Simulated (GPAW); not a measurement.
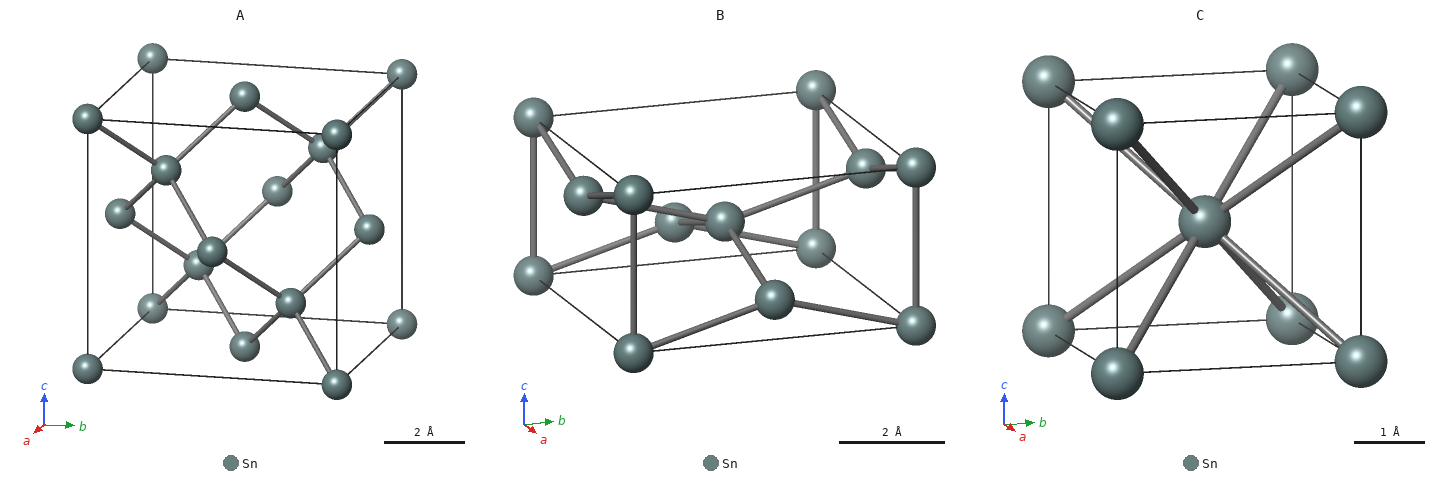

Three structures of Sn, each relaxed (cell and atoms) at zero pressure; conventional cells in solid outline, small ones repeated, each panel with its own scale. Alike in all runs: GPAW 26.7.0; functional PBEsol; dispersion D3(BJ); potentials PAW data sets generated in the run's folder for this functional; cutoff 600 eV; occupations fermi-dirac, width 0.05 eV; no spin polarisation; no spin-orbit coupling. The k meshes have like spacings.

Name the structure in each panel.

Answer. A: diamond, Fd-3m; B: β-tin type, I4₁/amd; C: body-centred cubic (W type), Im-3m.

Which of these is lowest in energy, and how far above it do the others lie?

Answer. B, then C (+45 meV/atom) and A (+137 meV/atom), static energies at zero smearing.

Could pressure favour another of these structures?

Answer. C is denser (24.7 against 25.5 Å³/atom), so pressure favours it. Setting PΔV equal to ΔE at fixed volumes gives a first estimate of 8.5 GPa for the crossing; compression of both forms, other phases and heat would move it.

Collect the results in a table.

Answer.
| panel | space group | E − E(lowest) (meV/atom) | volume (Å³/atom) |
| --- | --- | --- | --- |
| B | I4₁/amd | 0 | 25.5 |
| C | Im-3m | 45 | 24.7 |
| A | Fd-3m | 137 | 33.7 |

The starts are database entries or structure types tried for this composition, and the most stable form need not be among them. Approximate functionals can misorder forms that lie within a few tens of meV/atom, as they do the rutile and anatase forms of TiO₂.

Caveat: later steps reuse the first step's grids.
